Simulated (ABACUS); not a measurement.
# NbP: what the fields show

Input file:

```
INPUT_PARAMETERS
suffix              NbP
calculation         scf
basis_type          lcao
pseudo_dir          ./
orbital_dir         ./
symmetry            1
dft_functional      pbe
ecutwfc             100
pseudo_rcut         10
nspin               1
nbands              22
ks_solver           genelpa
smearing_method     fd
smearing_sigma      0.00367493
scf_thr             1e-07
scf_nmax            100
mixing_type         broyden
mixing_beta         0.7
cal_force           1
cal_stress          1
out_mul             1
out_chg             1
out_pot             2
out_elf             1
```

Run with:

```sh
OMP_NUM_THREADS=1 mpirun -np 4 abacus > log
```

Below, planes, directions and counts refer to the conventional cell (a = 3.35 Å, b = 3.35 Å, c = 6.21 Å, α = 105.65°, β = 105.65°, γ = 90.00°).

Space group P1; a structure from a database of computed crystals, not necessarily the ambient phase; changed on purpose from its base cell (atoms moved at random by about 0.05 A); not relaxed (largest force 1.3 eV/Å).

These are results of Kohn-Sham DFT of a periodic cell, PBE, PseudoDojo NC SR 0.4.1 PBE standard (ABACUS 3.10.1), not measurements.

In a pseudopotential calculation such maps are meaningful between the atoms, not at the nuclei.

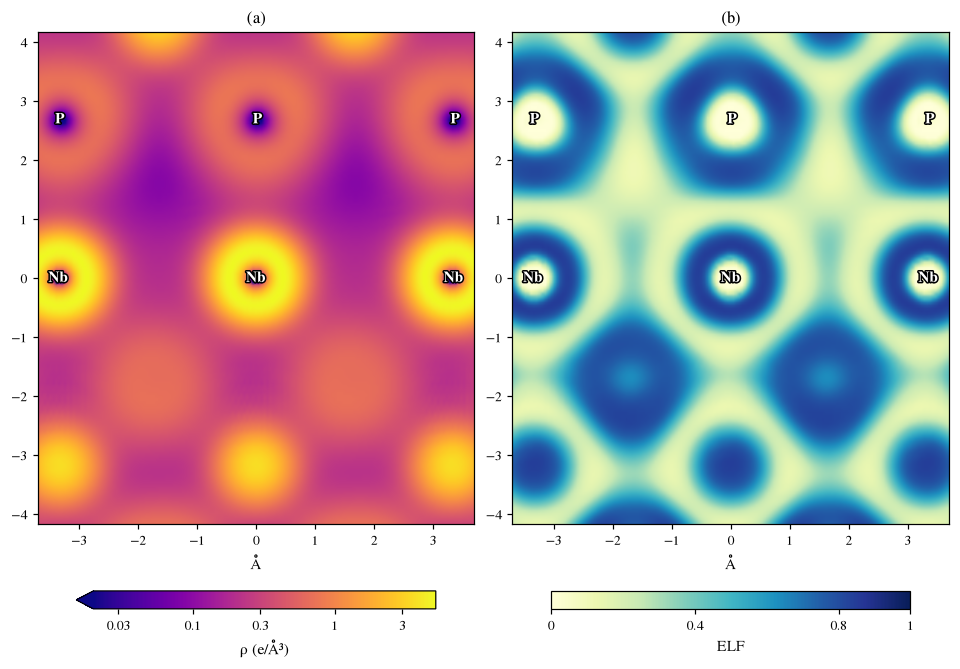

Figure 1. (a) valence electron density; (b) electron localisation function on the (011) plane of the conventional cell.

**Describe what can be read from this map.**

The section cuts through Nb and P sites. Atoms just off the plane (Nb, 0.6 Å away and P, 0.7 Å away) can leave unmarked features too. Nb–P (2.69 Å): ρ at the midpoint is about 0.33 e/Å³; the ELF peaks at about 0.80 in the valence shell of P, 0.9 Å from its nucleus, and is about 0.35 at the midpoint. Between the atoms the lowest density in this plane is 0.09 e/Å³. The features right at Nb lie inside the core regions, where the map follows smoothed inner orbitals and isn't to be read closely.

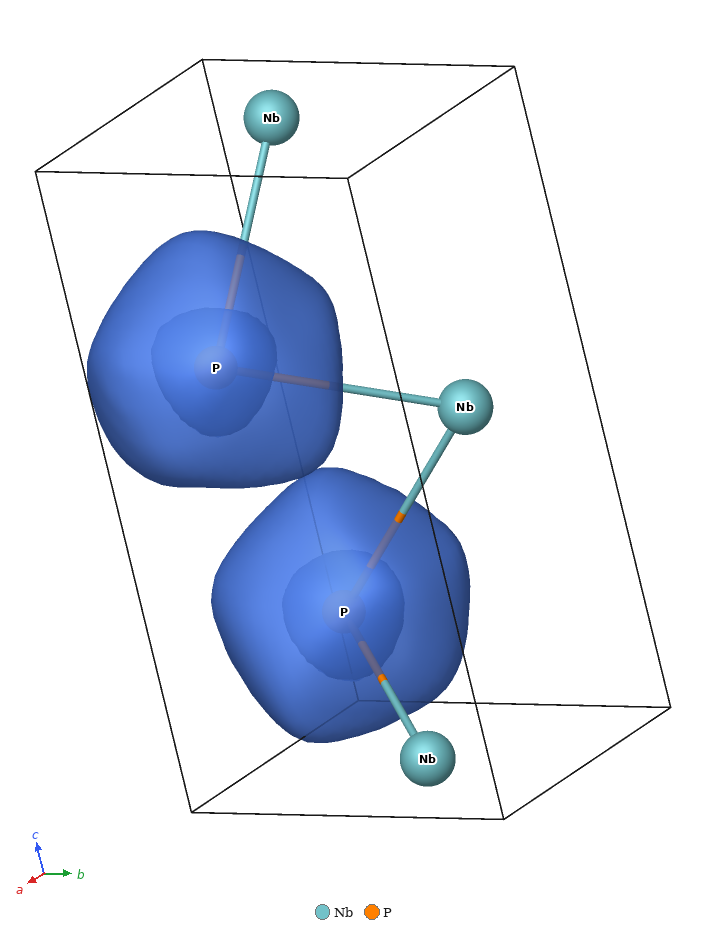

Figure 2. Isosurface of the ELF at 0.6 (blue), seen at an oblique angle. Core shells and regions of very low density are left out. Sticks mark near contacts.

**Where are the electrons localised?**

At this value the surface marks out two regions wrapped around P (the valence shell of each), counted in one cell of 4 atoms. Regions shared between cells count once.


Nb–P (2.49 Å): the ELF peaks at about 0.85 in the valence shell of P, 0.8 Å from its nucleus, and is about 0.40 at the midpoint. Nb–P (2.53 Å): the ELF peaks at about 0.85 in the valence shell of P, 0.9 Å from its nucleus, and is about 0.35 at the midpoint.
